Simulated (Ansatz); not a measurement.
System: Ta.

```
Ta
1.0
     0.00000    0.00000   -3.11643
     0.00000    3.28046    0.00000
     3.52091    0.00000    0.00000
Ta
2
Direct
  0.00000 0.00000 0.00000
  0.50000 0.50000 0.50000
```

Space group Immm; changed on purpose from its base cell (normal strain along x +0.0733, normal strain along z -0.0500); computed pressure about −3 GPa in this cell; computed without spin polarisation; PAW files of the earlier set (soft_1).

Method: DFT PBEsol, scalar-relativistic, plane waves, PAW (Ansatz).

Question: Predict the valence pseudo-density and electron localisation function between the atoms.

Answer: Ta–Ta (2.87 Å): the density is about 0.3 e/Å³ at the midpoint; the ELF is about 0.30 at the midpoint; no localised pair shows between them.
Ta–Ta (3.12 Å): ρ at the midpoint is about 0.25 e/Å³; the ELF is about 0.35 at the midpoint.

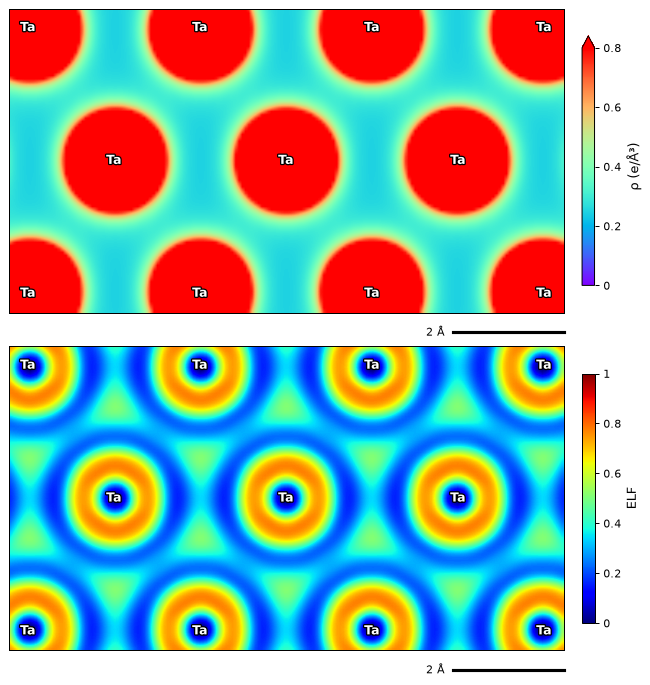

Computed valence pseudo-density and electron localisation function on the (011) plane of the conventional cell, in this order. 
